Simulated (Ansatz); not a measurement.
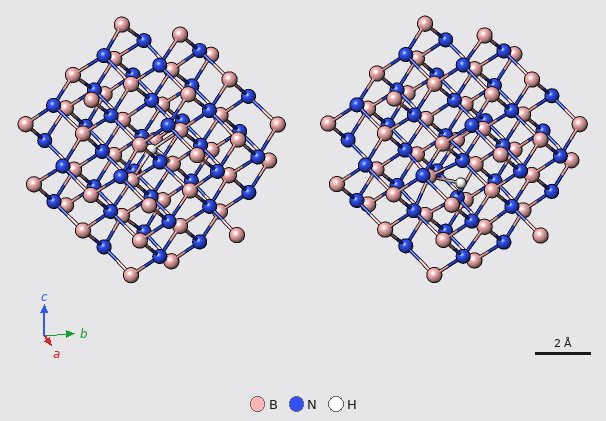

Two geometries of a defect cell of composition B32N32H (cell charge +1), drawn at one scale. One is the start of a relaxation, the other its converged end. A ball-and-stick model of the atoms within 5.0 Å of the atom that moves most (axes of the cell of the calculation (origin shifted)), seen slightly off an axis.

Level of theory: Ansatz 0.2.0, DFT, PBEsol, PAW, plane waves. (plane-wave cutoff 420 eV; k-point mesh 1 × 1 × 1; mesh shifted by (0.25, 0.25, 0.25); no spin polarisation; atoms relaxed in a fixed cell; force threshold 0.03 eV/Å; at most 80 steps)

Question: Which geometry has the lower energy?

Answer: The right one is the relaxed one. The atoms of the start lie slightly off their symmetric places, so part of the fall in energy undoes that. The atom that moves furthest is the H atom (1.28 Å roughly along [1 0 −2]). Largest moves by element: H 1.28 Å, B 0.34 Å, N 0.19 Å. The cell stays as it was. Some distances before and after: B–H 1.586 → 2.773 Å, H–N 1.785 → 1.042 Å, B–H 1.569 → 2.219 Å, B–N 1.548 → 2.065 Å. New bonds form, among them: H–N (1.79 → 1.04 Å). Bonds break, among them: B–N (1.55 → 2.06 Å). Bond angles that change, for instance: N–B–N 107.5° → 121.1°, B–N–B 110.3° → 98.6°, N–B–N 109.5° → 116.4°. After 17 geometry steps the energy has fallen by 2.958 eV per cell of the calculation. The largest force component goes from 2.6 to 0.018 eV/Å. Cost: 9.1 s on 1 × NVIDIA GB200 with 8 threads of Arm Neoverse-V2, peak memory 1.6 GiB.

Limits of the set-up: the periodic images lie only 7.2 Å apart, so the values are limited by the cell's size; the cell is charged, on a uniform background, and energies carry no finite-size correction.
